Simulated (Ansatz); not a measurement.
The structure in question:

```
Sn O
1.0
    -3.20078    3.36560    3.36566
     3.20069   -3.36564    3.36561
     3.20074    3.36560   -3.36570
Sn O
4 8
Direct
  0.00000 0.00000 0.00000
  0.00000 0.50001 0.50001
  0.50002 0.25002 0.75001
  0.50000 0.75003 0.25002
  0.19447 0.94407 0.75041
  0.69431 0.50021 0.19421
  0.19440 0.44406 0.25036
  0.30553 0.49957 0.80593
  0.69436 0.00025 0.69410
  0.30566 0.99966 0.30594
  0.80565 0.05584 0.24971
  0.80568 0.55590 0.74983
```

Summarise the structure in words.

Answer. Chemical formula SnO2. Within 0.01 Å the space group is P4_2/mnm (No. 136), primitive tetragonal: rutile. Atoms per cell: 12 (4 Sn, 8 O). The coordination shell of Sn holds six O in a distorted octahedral arrangement at 2.06 to 2.07 Å. Around each O lie three Sn at 2.06 to 2.07 Å. The bonds build a three-dimensional framework.

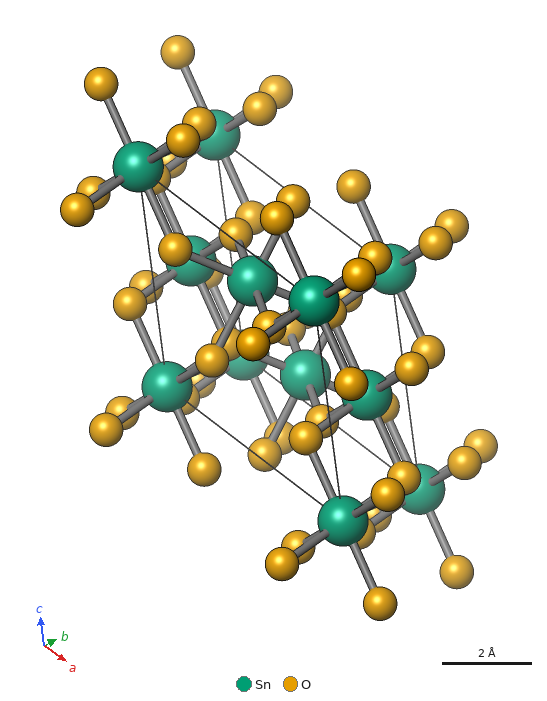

We look at a ball-and-stick model of the crystal slightly off an axis. The unit cell is drawn as a box. Some atoms of the next cells are drawn as well.

Provenance: a structure listed in the Materials Project. It is drawn as it came out of a relaxation with Ansatz 0.2.0, DFT r2SCAN, scalar-relativistic, plane waves, PAW.
